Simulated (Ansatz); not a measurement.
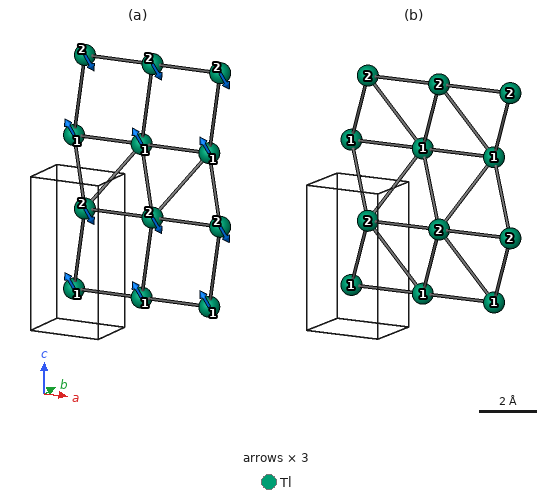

The structure of crystalline Tl (set up in P-1) before (left) and after (right) a relaxation, at one scale. The blue arrows give the displacements (the part carried along by the change of the cell is left out), magnified 3 times.

The picture is a ball-and-stick view of the cell of the calculation, repeated 3 × 1 × 2 with one cell outlined, seen slightly off an axis.

Case: atoms shaken by about 0.25 Å, then relaxed with the cell.

These are results of DFT, PBEsol, PAW with Ansatz's default frozen-core files, scalar-relativistic in Ansatz 0.2.0, not measurements. Set-up: plane-wave cutoff 420 eV; k-point mesh 7 × 7 × 4; occupations fermi dirac; smearing width 0.05 eV; no spin polarisation; cell and atoms relaxed; force threshold 0.01 eV/Å; at most 80 steps.

Q: What changed between the two?

A: The largest moves relative to the cell, 0.24 Å, are those of Tl1 and Tl2. Tl1 goes along [−2 −3 3]. Cell: a = b 3.456 → 3.483 Å (+0.8 %), c 5.525 → 5.222 Å (−5.5 %), γ 120.0° → 114.8°. Volume +0.7 %. Some distances before and after: Tl1–Tl2 4.059 → 3.528 Å, Tl1–Tl2 (another image) 3.788 → 3.265 Å, Tl1–Tl2 (another image) 2.811 → 3.264 Å, Tl1–Tl2 (another image) 3.572 → 3.265 Å. The space group (tolerance 0.01 Å) goes from P-1 (No. 2) to Cmcm (No. 63). The energy falls by 0.359 eV per cell of the calculation in 8 accepted moves (10 points after the start). Largest force component: 1.5 eV/Å at the start, 0.00023 eV/Å at the end. The pressure goes from 3.73 to 0.00 GPa. The line search rejected the trial step at point 5 of the run. At 1 point the geometry stayed and the basis and grid were re-selected for the new cell (energy shift of 0.1 meV per cell of the calculation at most each time). The run took of the order of 40 core-seconds on a shared host.
